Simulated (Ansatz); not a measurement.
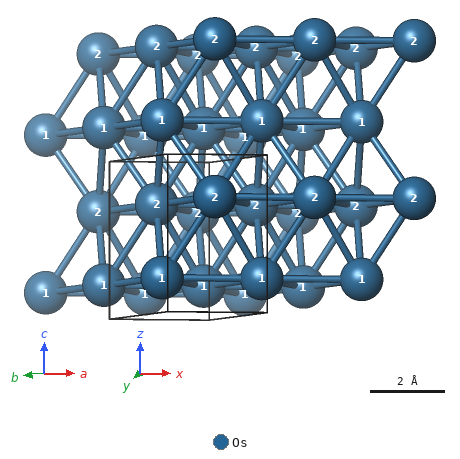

Solid Os (P6_3/mmc): Os1 (one in each cell of 2 atoms) is moved over the plane of the Cartesian directions x and z, all else fixed. The picture shows the reference cell. Style: ball-and-stick. Shown: the cell of the calculation, repeated 3 × 3 × 2 with one cell outlined, nearly along the normal of the scanned plane.

All numbers below come from DFT PBE, scalar-relativistic, plane waves, PAW (Ansatz 0.2.0). Set-up: plane-wave cutoff 420 eV; k-point mesh 18 × 18 × 12; occupations gaussian; smearing width 0.15 eV; no spin polarisation. Energies (free energies at the smearing named) are counted from the cell as listed in its source, which wasn't relaxed.

Input file:
```yaml
crystal:
  lattice:
    - [2.7340999755, 0.0, 0.0]
    - [-1.3670499878, 2.3678000353, 0.0]
    - [0.0, 0.0, 4.3197]
  atoms:
    - { symbol: Os, position: [0.3333333333, 0.6666666667, 0.25] }
    - { symbol: Os, position: [0.6666666667, 0.3333333333, 0.75] }
basis:
  ecutwfc: 420
kpoints:
  mp_grid: { grid: [18, 18, 12] }
hamiltonian:
  xc: pbe
scf:
  occupations: { method: gaussian, width: 0.15 }
output:
  forces: true
  stress: true
  eigenvalues: true
  write_density: true
  write_potential: true
  elf: true
  volumetric_format: npy
```

Launched with:
```bash
ansatz run input.yaml --threads 1 --pin off --max-ram 2560MiB --backend cpu --events-out ev --progress --plain --runs-dir out
```

Give the energy at each point on a grid with rows −0.20, −0.10, 0.00, 0.10, 0.20 and columns −0.20, −0.10, 0.00, 0.10, 0.20 (displacement along x (Å); displacement along z (Å)).

Rows: displacement along x (Å); columns: displacement along z (Å); values in meV/cell.

```tsv
	−0.20	−0.10	0.00	0.10	0.20
−0.20	577	286	193	286	577
−0.10	428	141	48	141	428
0.00	376	91	0	91	376
0.10	428	141	48	141	428
0.20	577	286	193	286	577
```

In pairs of (displacement along x (Å); displacement along z (Å)): the lowest computed point lies at (0.00, 0.00) (0 meV/cell), the highest at (−0.20, −0.20), (−0.20, 0.20), (0.20, 0.20), (0.20, −0.20) (577 meV/cell).  Over the ranges scanned the energy rises more along the second axis, the displacement along z.

As a map, interpolated between the computed points (dots):

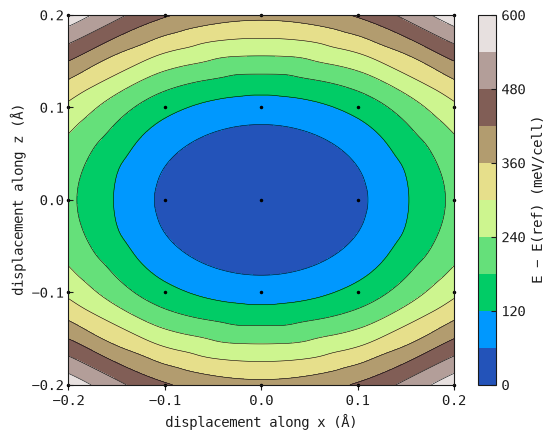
